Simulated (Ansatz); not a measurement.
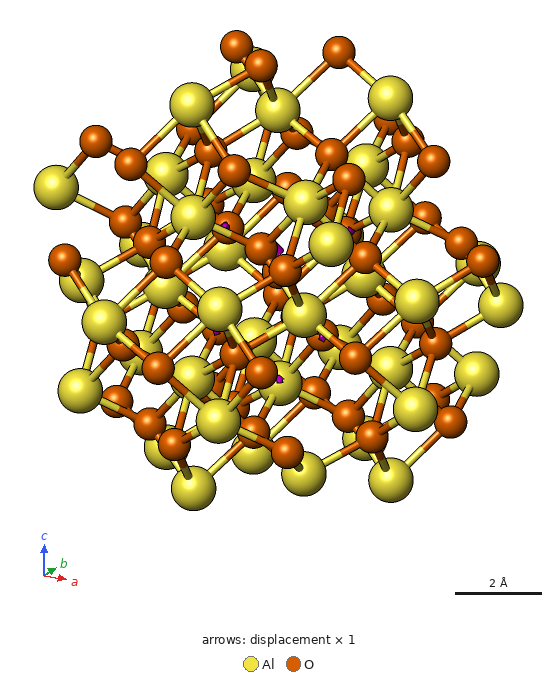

This is a relaxation of a defect cell of composition Al47O73 (cell charge −2). The starting structure is drawn; purple arrows show the displacements, at their true length.

Style: ball-and-stick. Shown: the atoms within 5.8 Å of the atom that moves most (axes of the cell of the calculation (origin shifted)), slightly off an axis.

Method: Ansatz 0.2.0, DFT, PBEsol, PAW, plane waves. Settings: plane-wave cutoff 420 eV; k-point mesh 1 × 1 × 1; mesh shifted by (0.25, 0.25, 0.25); collinear spin; atoms relaxed in a fixed cell; force threshold 0.03 eV/Å; at most 80 steps.

Question: What did the optimiser do to the structure, and how much energy did it gain?

Answer: The energy falls by 7.140 eV per cell of the calculation in 11 geometry steps. Largest force component: 4.2 eV/Å at the start, 0.017 eV/Å at the end. The largest move is that of an O atom, 0.92 Å along [0 −1 2]. Largest moves by element: O 0.92 Å, Al 0.21 Å. The cell stays as it was. Among the contacts that change: O–O 1.849 → 1.425 Å, Al–O 1.946 → 2.160 Å, Al–O 2.012 → 1.841 Å, Al–O 1.973 → 2.125 Å. New bonds form, among them: O–O (1.85 → 1.42 Å). Bond angles that change, for instance: O–Al–O 84.5° → 105.1°, O–Al–O 86.8° → 104.0°, O–Al–O 77.9° → 93.9°. The program noted that the starting moments weren't kept. Cost: 18 s on 1 × NVIDIA GB200 with 8 threads of Arm Neoverse-V2, peak memory 2 GiB.

Limits of the set-up: the cell is charged, on a uniform background, and energies carry no finite-size correction.
